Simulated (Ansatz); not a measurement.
**Bi2S: density, localisation and related maps**

Input

```
crystal:
  lattice:
    - [7.5257037404, 0.0, 0.0]
    - [0.0, 11.884725, 0.0]
    - [-1.0626695353, 0.0, 4.0306350365]
  atoms:
    - { symbol: Bi, position: [0.009054, 0.847451, 0.037229] }
    - { symbol: Bi, position: [0.990946, 0.347451, 0.462771] }
    - { symbol: Bi, position: [0.990946, 0.152549, 0.962771] }
    - { symbol: Bi, position: [0.009054, 0.652549, 0.537229] }
    - { symbol: Bi, position: [0.374648, 0.87911, 0.702828] }
    - { symbol: Bi, position: [0.625352, 0.37911, 0.797172] }
    - { symbol: Bi, position: [0.625352, 0.12089, 0.297172] }
    - { symbol: Bi, position: [0.374648, 0.62089, 0.202828] }
    - { symbol: S, position: [0.346944, 0.399662, 0.175143] }
    - { symbol: S, position: [0.653056, 0.899662, 0.324857] }
    - { symbol: S, position: [0.653056, 0.600338, 0.824857] }
    - { symbol: S, position: [0.346944, 0.100338, 0.675143] }
basis:
  ecutwfc: 420
kpoints:
  mp_grid: { grid: [6, 4, 10] }
hamiltonian:
  xc: pbe
scf:
  occupations: { method: gaussian, width: 0.1 }
output:
  forces: true
  stress: true
  eigenvalues: true
  write_density: true
  write_potential: true
  elf: true
  volumetric_format: npy
relax:
  adjacent_minimum: "off"
  f_tol: 0.01
  max_steps: 80
  cell: { stress_tol: 0.05 }
```

Command:

```sh
ansatz run input.yaml --threads 1 --pin off --max-ram 2560MiB --backend cpu --events-out ev --progress --plain --runs-dir out
```

Below, planes, directions and counts refer to the conventional cell (a = 7.44 Å, b = 12.08 Å, c = 4.19 Å, α = 90.00°, β = 105.89°, γ = 90.00°).

The fields are those of the run's last geometry, not of the input's.

Space group P2₁/c; a structure from a database of computed crystals, not necessarily the ambient phase; started from the database_14 prototype, which need not be the ambient phase.

Level of theory: DFT PBE, scalar-relativistic, plane waves, PAW in Ansatz 0.2.0.

Core electrons are frozen (PAW), and the valence fields are smoothed inside the atomic spheres.

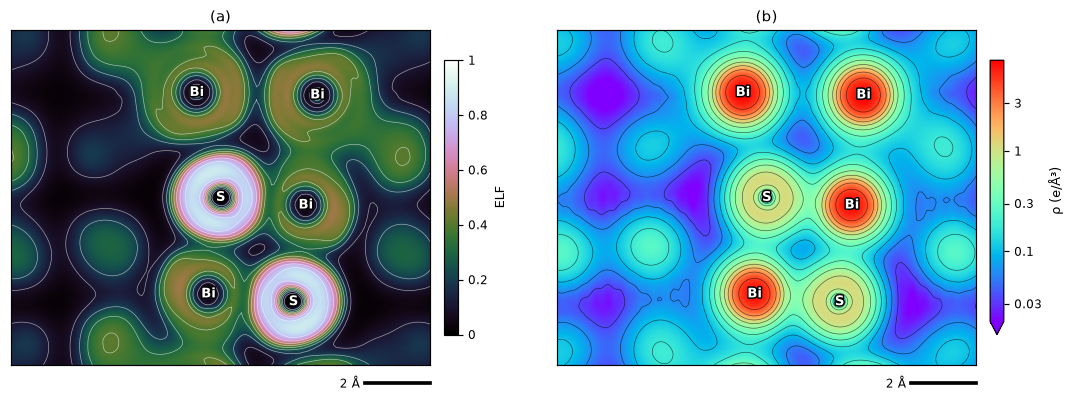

Figure 1. (a) electron localisation function; (b) valence pseudo-density on the (101) plane of the conventional cell.

**Interpret the plot.**

- The section cuts through Bi and S sites.
- Bi–S (2.61 Å): the density is about 0.45 e/Å³ at the midpoint; the ELF peaks at about 0.85 in the valence shell of S, 0.8 Å from its nucleus, and is about 0.45 at the midpoint.
- Bi–S (2.97 Å): ρ is about 0.24 e/Å³ halfway; the ELF peaks at about 0.85 in the valence shell of S, 0.8 Å from its nucleus, and drops to about 0.30 between the two atoms.
- Between the atoms the lowest density in this plane is 0.02 e/Å³.

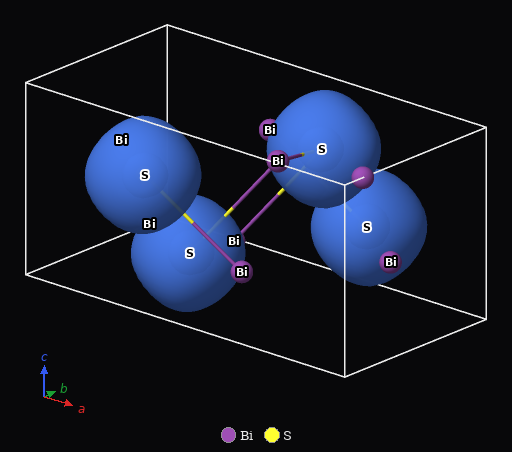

Figure 2. Isosurface of the electron localisation function at 0.65 (blue), seen slightly off an axis. Core shells and regions of very low density are left out. Sticks mark near contacts.

**Identify the bonds, lone pairs and shells in this picture.**

At this value the surface marks out four regions wrapped around S (the valence shell of each), counted in one cell of 12 atoms. Any copies at cell faces, edges or corners count once.

**Does the calculation make it a metal, or give it a gap?**

It is gapless in this calculation (a metal or semimetal).
